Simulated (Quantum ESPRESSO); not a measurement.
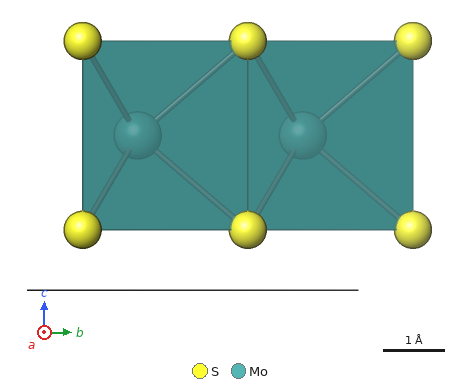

A free-standing layer of MoS2 (a generated structure, set up in Amm2), before the relaxation. Style: polyhedral. Shown: the 2 × 2 repeat of the cell, outlined in the plane, without the vacuum, along the a axis.

The run lets the atoms move in a fixed cell.

The calculation used Quantum ESPRESSO, Kohn-Sham DFT of a periodic cell, LDA, PseudoDojo 0.4.1 SR LDA standard.

The input:
```
&CONTROL
  calculation = 'relax'
  prefix = 'pwscf'
  outdir = './tmp'
  pseudo_dir = './pseudo'
  tprnfor = .true.
  disk_io = 'low'
  nstep = 40
  forc_conv_thr = 0.0004
  etot_conv_thr = 1d-05
/
&SYSTEM
  ibrav = 0
  nat = 3
  ntyp = 2
  ecutwfc = 80
  nbnd = 20
  occupations = 'smearing'
  smearing = 'gaussian'
  degauss = 0.00146997
/
&ELECTRONS
  conv_thr = 6d-10
  electron_maxstep = 120
  mixing_beta = 0.5
/
&IONS
  ion_dynamics = 'bfgs'
/
ATOMIC_SPECIES
S     32.0600 S.upf
Mo    95.9500 Mo.upf
CELL_PARAMETERS angstrom
   3.2874400000    0.0000000000    0.0000000000
  -1.6437200000    2.7375063014    0.0000000000
   0.0000000000    0.0000000000   21.1300000000
ATOMIC_POSITIONS crystal
S      0.6666666667    0.3333333333    0.4259346900
Mo     0.3333333333    0.6666666667    0.5000000000
S      0.6666666667    0.3333333333    0.5740653100
K_POINTS automatic
10 10 1 0 0 0
```

Launched with:
```bash
OMP_NUM_THREADS=1 pw.x -in pw.in > pw.out
```

Q: Where does the relaxation end?

A: After 4 geometry steps the energy has fallen by 42.6 meV per cell of the calculation. Largest force component: 0.86 eV/Å at the start, 0.0043 eV/Å at the end. The largest moves relative to the layer's centre, 0.047 Å, are those of S atoms. By element the largest moves are S 0.047 Å, Mo 0.009 Å. The cell stays as it was. Among the contacts that change: Mo–S 2.446 → 2.411 Å, Mo–S 2.404 → 2.384 Å. Bond angles that change, for instance: S–Mo–S 81.2° → 79.1°. The run took 22 min on 1 thread of AMD EPYC 7571, on a shared host, peak memory 0.3 GiB.
